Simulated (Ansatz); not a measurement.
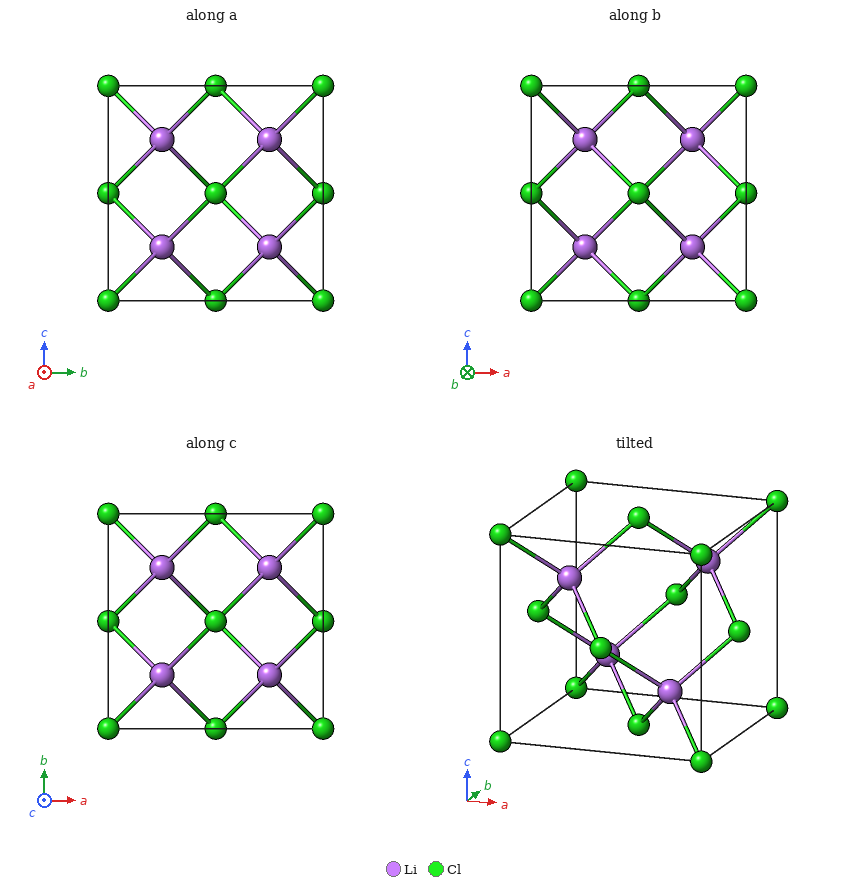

A ball-and-stick picture of a crystal structure, seen along the a axis, along the b axis, along the c axis and slightly off an axis. The parallelepiped is the conventional unit cell.

Lattice parameters: a = 5.2855 Å, b = 5.2855 Å, c = 5.2855 Å, α = 90.000°, β = 90.000°, γ = 90.000°.

**Put the structure into a CIF with its space group and independent sites.**

```cif
data_structure
_symmetry_space_group_name_H-M 'F -4 3 m'
_symmetry_Int_Tables_number 216
_cell_length_a 5.2855
_cell_length_b 5.2855
_cell_length_c 5.2855
_cell_angle_alpha 90.000
_cell_angle_beta 90.000
_cell_angle_gamma 90.000
_cell_volume 147.66
loop_
_atom_site_label
_atom_site_type_symbol
_atom_site_symmetry_multiplicity
_atom_site_Wyckoff_symbol
_atom_site_fract_x
_atom_site_fract_y
_atom_site_fract_z
_atom_site_occupancy
Li1 Li 4 d 0.2500 0.2500 0.7500 1
Cl1 Cl 4 a 0.0000 0.5000 0.5000 1
```

Source of the structure: a structure type filled with these elements by a generator (whether the compound takes this form wasn't checked). The cell was then strained or its atoms displaced on purpose. A calculation with Ansatz used it as input.

At this level of theory the cell isn't at rest (compressed, at 4 GPa), so its distances can differ from those at equilibrium, the more so the softer the solid.
